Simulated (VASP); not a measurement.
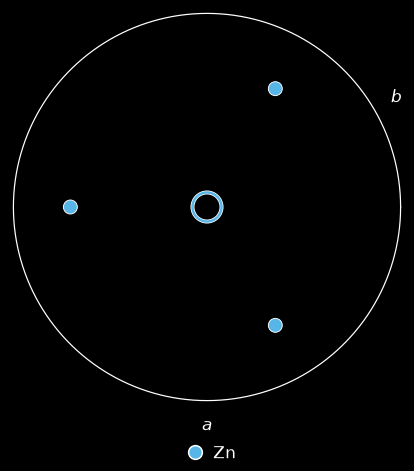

Directions from one sulfur atom at (1/3, 2/3, 0.958) to its bonded neighbours, in stereographic projection down c (filled: above the plane of the page or in it, open: below). Crystal: ZnS, the end point of a relaxation with VASP 6.6.1, VASP Kohn-Sham DFT of a periodic cell, PBE, VASP PAW PBE potentials, recommended. Geometry calculated from the standardised cell; symmetry tolerance 0.002 Å.

Neighbours are counted up to 2.77 Å for Zn.

```cif
data_structure
_symmetry_space_group_name_H-M 'P 1'
_symmetry_Int_Tables_number 1
_cell_length_a 3.8501
_cell_length_b 3.8501
_cell_length_c 18.8879
_cell_angle_alpha 90.000
_cell_angle_beta 90.000
_cell_angle_gamma 120.000
_cell_volume 242.47
loop_
_atom_site_label
_atom_site_type_symbol
_atom_site_fract_x
_atom_site_fract_y
_atom_site_fract_z
_atom_site_occupancy
Zn1 Zn 0.33333 0.66667 0.83331 1
Zn2 Zn 0.66667 0.33333 0.33331 1
Zn3 Zn 0.66667 0.33333 0.66676 1
Zn4 Zn 0.33333 0.66667 0.16676 1
Zn5 Zn 0.00000 0.00000 0.50000 1
Zn6 Zn 0.00000 0.00000 0.00000 1
S1 S 0.33333 0.66667 0.95815 1
S2 S 0.66667 0.33333 0.45815 1
S3 S 0.66667 0.33333 0.79164 1
S4 S 0.33333 0.66667 0.29164 1
S5 S 0.00000 0.00000 0.62514 1
S6 S 0.00000 0.00000 0.12514 1
```

Q: How many neighbours are there, and at what angles?

A: 4: 4 Zn at 2.36 Å. Angles between bonds: 109° (3×), 110° (3×).

Q: What is the site's symmetry in the crystal?

A: Point group 3m (C3v), order 6: one threefold axis, three mirror planes. In P6₃mc (No. 186) this is Wyckoff position 2b.
